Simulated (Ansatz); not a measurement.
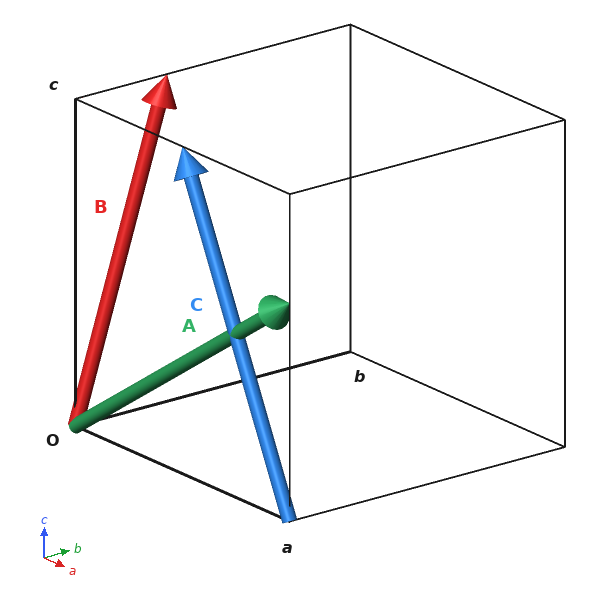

Each arrow starts at a corner of the unit cell and ends on its surface; where a tip isn't a corner, dashed lines run from it parallel to the axes. Crystal: Al, the end point of a relaxation with DFT, RPBE, plane waves (420 eV) with PAW, scalar-relativistic (Ansatz); the starting structure was generated, so it need not be a known form of this composition. Symmetry computed with spglib at a tolerance of 0.002 Å; standard conventional cell.

a = 3.257 Å, b = 3.257 Å, c = 3.257 Å, α = 90.00°, β = 90.00°, γ = 90.00°.

### Which lattice directions are drawn?

Arrow A runs from (0, 0, 0) to (1, 0, 2/3), so [3 0 2]; Arrow B runs from (0, 0, 0) to (0, 1/3, 1), so [0 1 3]; Arrow C runs from (1, 0, 0) to (1/2, 0, 1), so [−1 0 2].

### How long is the vector ua + vb + wc in each case, and what angles do the directions make?

A 11.743 Å; B 10.299 Å; C 7.283 Å. A–B: 58.2°. A–C: 82.9°. B–C: 31.9°.

### In Im-3m (No. 229), how many directions are equivalent to A (Laue class m-3m, both senses counted)?

24.
